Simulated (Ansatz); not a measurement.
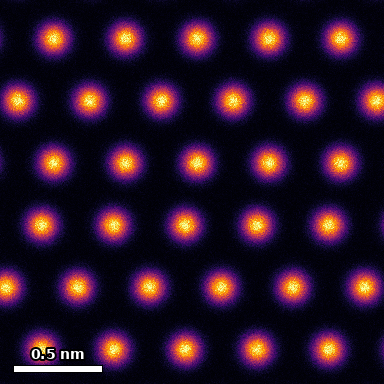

Z-contrast image of Cs (Pm-3m, No. 221) along [111]. The image is simulated as a sum over atoms of Z^1.7, blurred by a 1.30 Å probe (no channelling). Shot noise was added.

One planar defect was built into the perfect crystal by geometry alone, without relaxation. Host structure: coordinates from a relaxation with DFT, PBE, plane waves (420 eV) with PAW, scalar-relativistic in Ansatz 0.2.0; the starting structure was generated, so it need not be a known form of this composition.

Find the planar defect and say what kind it is.

A planar fault (a stacking fault) runs horizontally about 11 Å below the top edge. The part above it is shifted along the boundary by 2/3 of the 4.11 Å repeat of the rows (2.7 Å to the right, the same as 1.4 Å to the left); both parts keep the same orientation.
